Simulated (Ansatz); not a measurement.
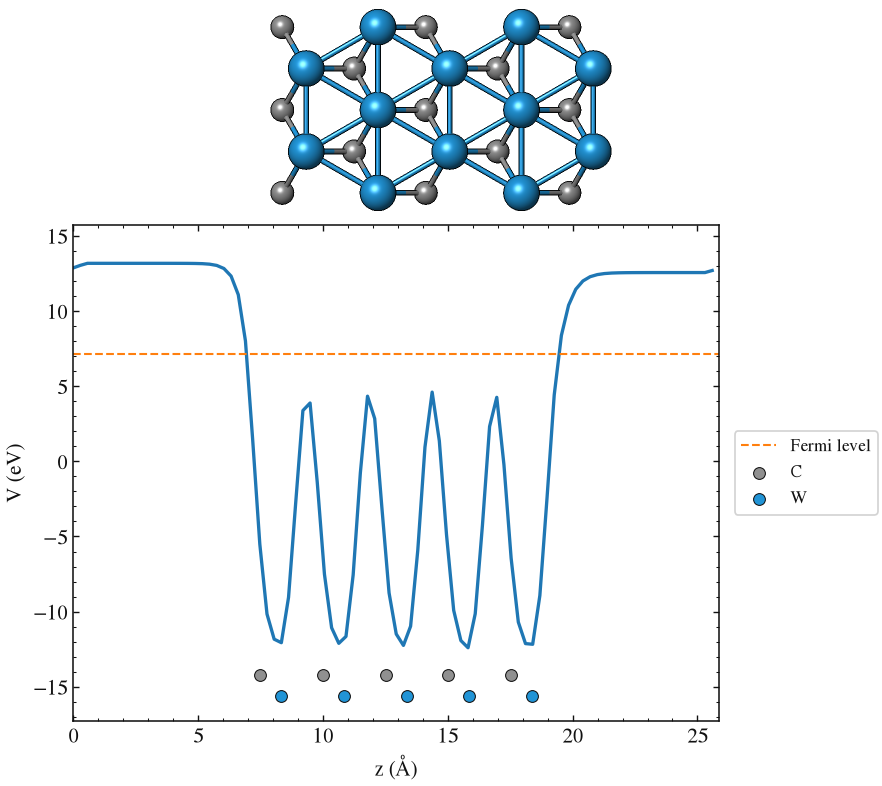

Plane-averaged electrostatic potential energy of an electron across the slab; circles at the bottom mark the heights of the atoms. The structure is drawn too.

System: a (100) slab cut from WC (P-6m2), unrelaxed, ended by W above and C below, 10 atoms in the cell; a = 2.83 Å, b = 2.90 Å, c = 25.88 Å, α = 90.00°, β = 90.00°, γ = 90.00°.

Method: DFT PBEsol, scalar-relativistic, plane waves, PAW, no spin polarisation, 12×12×1 k mesh, 420 eV cutoff, Gaussian smearing of 0.1 eV (Ansatz).

> What is the work function?

The work function is 5.39 eV at the right face and 6.00 eV at the left.

> How thick are slab and vacuum?

The outermost atoms are 10.9 Å apart, which leaves 15.0 Å of vacuum in a cell 25.9 Å high.

> Do the two faces differ, and what does that say about the slab's dipole?

The vacuum level is 0.61 eV higher at the left than at the right, so the slab carries a dipole along its normal; the ramp in the vacuum, at or near the edge of the plot, is the dipole correction that keeps each side flat.

The atoms aren't at rest in this cell (largest force 2.6 eV/Å), so the relaxed material can differ. Spin-orbit coupling is left out, which matters for W.
